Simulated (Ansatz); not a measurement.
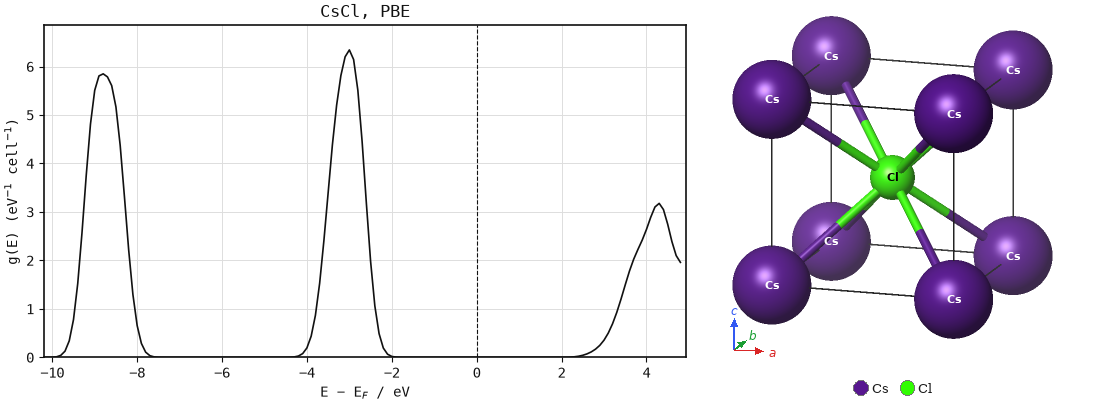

Density of states, beside the structure. Energies are counted from the Fermi level. The DOS curve is built from the levels of the k mesh with Gaussians 0.55 eV wide, which also blur the band edges; ripples of that width can come from the mesh.

System: CsCl-type CsCl, space group Pm-3m, 2 atoms in the cell, relaxed with r2SCAN.

```xyz
2
Lattice="4.1407 0.0000 0.0000 0.0000 4.1407 0.0000 0.0000 0.0000 4.1407" Properties=species:S:1:pos:R:3 pbc="T T T"
Cs    0.0000    0.0000    0.0000
Cl    2.0703    2.0703    2.0703
```

Level of theory: PBE, Ansatz PAW set, no spin polarisation, no spin-orbit coupling, 6×6×6 k mesh, 420 eV cutoff; code Ansatz.

Is there a gap at the Fermi level, and how wide?

There is a gap; over the k points computed it is 5.21 eV (direct to within 0.02 eV).

Spin-orbit coupling is left out, which matters for Cs. LDA, GGA and most meta-GGA functionals understate gaps.
